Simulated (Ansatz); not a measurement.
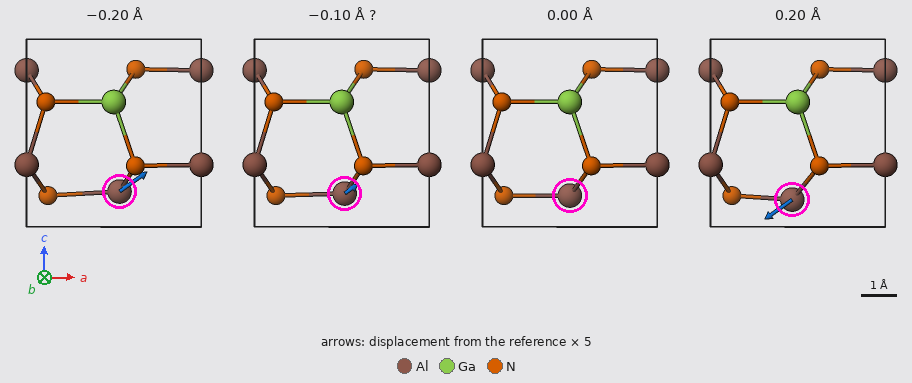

A scan of solid Al3GaN4 (Pm): an Al atom (one in each cell of 8 atoms) is moved towards the nearest copy of atom 2 (Al) at 3.092 Å, all else fixed. A ball-and-stick model of the cell of the calculation, seen along the b axis. The ringed atoms are those of the scanned coordinate. Blue arrows: displacements from the reference.

The calculation used Ansatz, DFT r2SCAN, scalar-relativistic, plane waves, PAW. (plane-wave cutoff 500 eV; k-point mesh 6 × 8 × 4; occupations gaussian; smearing width 0.05 eV; no spin polarisation). Energies (free energies at the smearing named) are counted from the relaxed crystal.

```tsv
displacement (Å)	E − E(ref) (meV/cell)
−0.200	396
−0.150	228
−0.100	?
−0.050	26
0.000	0
0.050	28
0.100	113
0.150	259
0.175	356
0.200	469
```

**Estimate the missing energy from the other rows, and compare with the calculation.**

A straight line between the two neighbours gives 127 meV/cell. A cubic through the four nearest rows (−0.200, −0.150, −0.050, 0.000) gives, with Lagrange weights, (−0.1667)(396) + (0.6667)(228) + (0.6667)(26) + (−0.1667)(0) = 103 meV/cell. The calculation gives 103 meV/cell, so the cubic is right to the digits shown and the straight line 24 meV/cell too high, as the curve bends upwards here.

The whole profile:

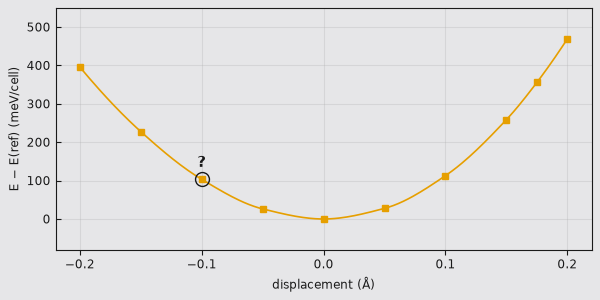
